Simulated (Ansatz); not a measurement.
System: Li₃TaO₄.

Input file:

```
crystal:
  lattice:
    - [-2.0216340843, 2.0216340843, 4.2099971736]
    - [2.0216340843, -2.0216340843, 4.2099971736]
    - [2.0216340843, 2.0216340843, -4.2099971736]
  atoms:
    - { symbol: Li, position: [0.5, 0.5, 0.0] }
    - { symbol: Li, position: [0.25, 0.75, 0.5] }
    - { symbol: Li, position: [0.75, 0.25, 0.5] }
    - { symbol: Ta, position: [0.0, 0.0, 0.0] }
    - { symbol: O, position: [0.0, 0.5, 0.5] }
    - { symbol: O, position: [0.7742593287, 0.7742593287, 0.0] }
    - { symbol: O, position: [0.5, 0.0, 0.5] }
    - { symbol: O, position: [0.2257406713, 0.2257406713, 0.0] }
basis:
  ecutwfc: 420
kpoints:
  mp_grid: { grid: [10, 10, 10] }
hamiltonian:
  xc: pbesol
scf:
  occupations: { method: gaussian, width: 0.02 }
output:
  forces: true
  stress: true
  eigenvalues: true
  write_density: true
  write_potential: true
  elf: true
  volumetric_format: npy
relax:
  adjacent_minimum: "off"
  f_tol: 0.01
  max_steps: 30
  cell: { stress_tol: 0.1, fix: [volume] }
```

Command:

```sh
ansatz run input.yaml --threads 2 --pin off --max-ram 5120MiB --backend cpu --events-out ev --progress --plain --runs-dir out
```

Below, planes, directions and counts refer to the conventional cell (a = 4.07 Å, b = 4.07 Å, c = 8.32 Å, α = 90.00°, β = 90.00°, γ = 90.00°).

The fields are those of the run's last geometry, not of the input's.

Space group I4/mmm; a structure from a database of computed crystals, not necessarily the ambient phase; changed on purpose from its base cell (volume × 0.97, shape and atoms relaxed); computed pressure about 3 GPa in this cell.

Theory: Ansatz 0.2.0, DFT PBEsol, scalar-relativistic, plane waves, PAW.

### What can the converged valence pseudo-density and electron localisation function tell about the bonding?

Ta–O (1.92 Å): ρ at the midpoint is about 1.1 e/Å³; the ELF peaks at about 0.80 in the valence shell of O, 0.6 Å from its nucleus, and drops to about 0.25 between the two atoms (no shared electron pair shows on this line).
Li–O (2.03 Å): ρ is about 0.31 e/Å³ halfway; the ELF peaks at about 0.80 in the valence shell of O, 0.6 Å from its nucleus, and falls to about 0.05 next to Li (a largely ionic contact).
Ta–O (2.03 Å): ρ is about 0.78 e/Å³ halfway; the ELF peaks at about 0.80 in the valence shell of O, 0.6 Å from its nucleus, and drops to about 0.20 between the two atoms; no shared electron pair shows on this line.
Li–O (2.08 Å): the density is about 0.28 e/Å³ at the midpoint; the ELF peaks at about 0.85 in the valence shell of O, 0.6 Å from its nucleus, and falls to about 0 next to Li; an ionic contact with no shared pair.

### Does the calculation make it a metal, or give it a gap?

It is gapped, with a Kohn–Sham gap of 1.5 eV on the k-point mesh, an upper bound to the gap of this method.

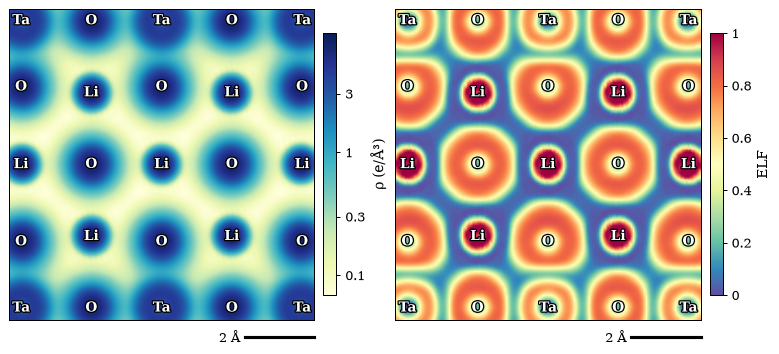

Computed valence pseudo-density and electron localisation function on the (010) plane of the conventional cell, in this order. 

In a PAW calculation such maps are meaningful between the atoms, not at the nuclei.
